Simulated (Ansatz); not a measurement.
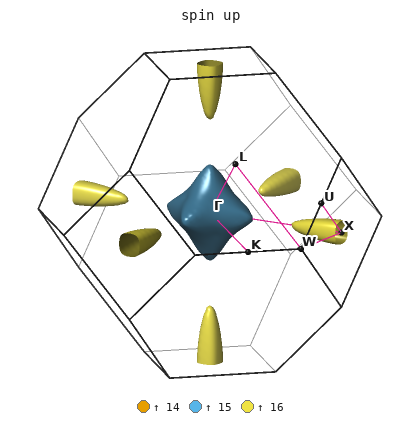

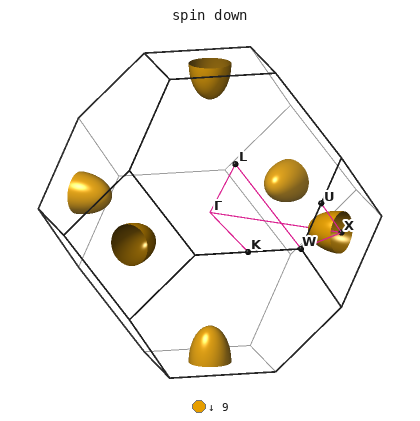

Spin-resolved Fermi surfaces of EuO (Fm-3m); the net moment is 7.0 μB per cell, and spin up is the majority channel.

The calculation used Ansatz, DFT PBEsol, scalar-relativistic, plane waves, PAW; levels and slopes on a dense k mesh at the converged density. Collinear spin polarisation. k mesh for the levels: 34×34×34. The geometry was not relaxed (residual pressure −9 GPa).

**What is the spin polarisation of the states at the Fermi level?**

Spin up has three and spin down one band crossing, with 0.97 and 0.090 states/eV per cell, so (N↑ − N↓)/(N↑ + N↓) = 0.83.

**Describe the sheets.**

Spin-up band 14: one hole pocket centred at Γ (0.90 % of the zone); weight Eu (93 %).
Spin-up band 15: one hole pocket centred at Γ (1.3 % of the zone); weight Eu (93 %).
Spin-up band 16: three electron pockets centred at X (each 0.26 % of the zone), only 20 meV deep; mean Fermi speed 1.0 × 10⁵ m/s.
Spin-down band 9: three electron pockets centred at X (each 0.49 % of the zone); mean Fermi speed 4.0 × 10⁵ m/s; weight Eu (64 %) and O (36 %).
A pocket cut by a face of the zone is counted once with the part on the opposite face.
Weights are shares of the states' density in the atoms' Voronoi cells.
The shape of the surface of spin-up band 15 and spin-up band 16 changes its kind within 0.04 eV of this level, so small parts may appear, vanish, join or separate.

The f electrons are treated as band states by a semilocal functional, which places them too near the Fermi level in most such compounds. No Hubbard term was used, so a compound that is really a magnetic or Mott insulator can come out metallic. The run ends with a net moment of 7.0 μB a cell, the order reached from its starting moments, not necessarily the lowest. Spin-orbit coupling is left out; with Eu it can split, shift or remove sheets. Spin-up band 16 ends within 0.03 eV of the Fermi level, so pockets and density of states there aren't settled. Necks and pockets thinner than about two mesh steps aren't resolved, so separate pockets may in truth be joined.
